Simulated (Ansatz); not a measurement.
GaN (space group F-43m, No. 216): the input geometry of an electronic-structure calculation (not necessarily at equilibrium).

```xyz
8
Lattice="4.5485 0.0000 0.0000 0.0000 4.5485 0.0000 0.0000 0.0000 4.5485" Properties=species:S:1:pos:R:3 pbc="T T T"
Ga    0.0000    0.0000    0.0000
N     1.1371    1.1371    1.1371
Ga    0.0000    2.2742    2.2742
N     1.1371    3.4114    3.4114
Ga    2.2742    0.0000    2.2742
N     3.4114    1.1371    3.4114
Ga    2.2742    2.2742    0.0000
N     3.4114    3.4114    1.1371
```

Describe how the polyhedra about Ga are linked (bonds: Ga–N below 2.2 Å).

Ga: GaN4 tetrahedron, sharing corners with twelve neighbours.

They form a three-dimensional framework of corner-sharing tetrahedra.

Centre to centre across a shared corner: 3.22 Å.

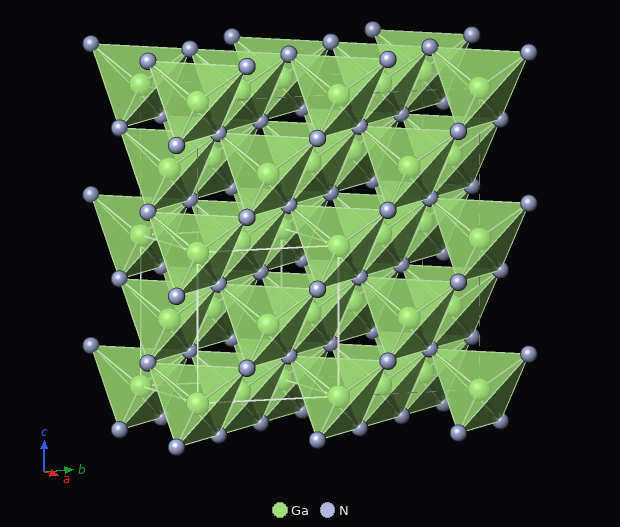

Polyhedra are drawn about Ga (bonds: Ga–N below 2.2 Å); other atoms are plain spheres.
